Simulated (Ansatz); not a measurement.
Consider SnO2.

The calculation's input:

```
crystal:
  lattice:
    - [0.0, 2.5628494815, 2.5628494815]
    - [2.5628494815, 0.0, 2.5628494815]
    - [2.5628494815, 2.5628494815, 0.0]
  atoms:
    - { symbol: Sn, position: [0.0, 0.0, 0.0] }
    - { symbol: O, position: [0.25, 0.25, 0.25] }
    - { symbol: O, position: [0.75, 0.75, 0.75] }
basis:
  ecutwfc: 420
kpoints:
  mp_grid: { grid: [14, 14, 14] }
hamiltonian:
  xc: pbe
scf:
  occupations: { method: gaussian, width: 0.1 }
output:
  forces: true
  stress: true
  eigenvalues: true
  populations: true
  write_density: true
  write_potential: true
  elf: true
  volumetric_format: npy
```

Launched as:

```sh
ansatz run input.yaml --threads 1 --pin off --max-ram 1331MiB --backend cpu --events-out ev --progress --plain --runs-dir out
```

Below, planes, directions and counts refer to the conventional cell (a = 5.13 Å, b = 5.13 Å, c = 5.13 Å, α = 90.00°, β = 90.00°, γ = 90.00°).

Space group Fm-3m; a structure from a database of computed crystals, not necessarily the ambient phase; changed on purpose from its base cell (strained and moved within the space group).

All numbers below come from DFT PBE, scalar-relativistic, plane waves, PAW (Ansatz).

What can the converged valence pseudo-density and electron localisation function tell about the bonding?

Sn–O (2.22 Å): the density is about 0.48 e/Å³ at the midpoint; the ELF peaks at about 0.85 in the valence shell of O, 0.6 Å from its nucleus, and is about 0.25 at the midpoint; no localised pair shows between them.

Does the calculation give a band gap?

It is gapless in this calculation (a metal or semimetal).

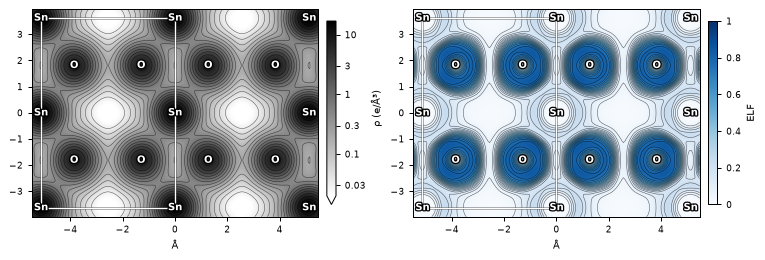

Computed valence pseudo-density and electron localisation function on the (110) plane of the conventional cell, in this order. 

In a PAW calculation such maps are meaningful between the atoms, not at the nuclei.
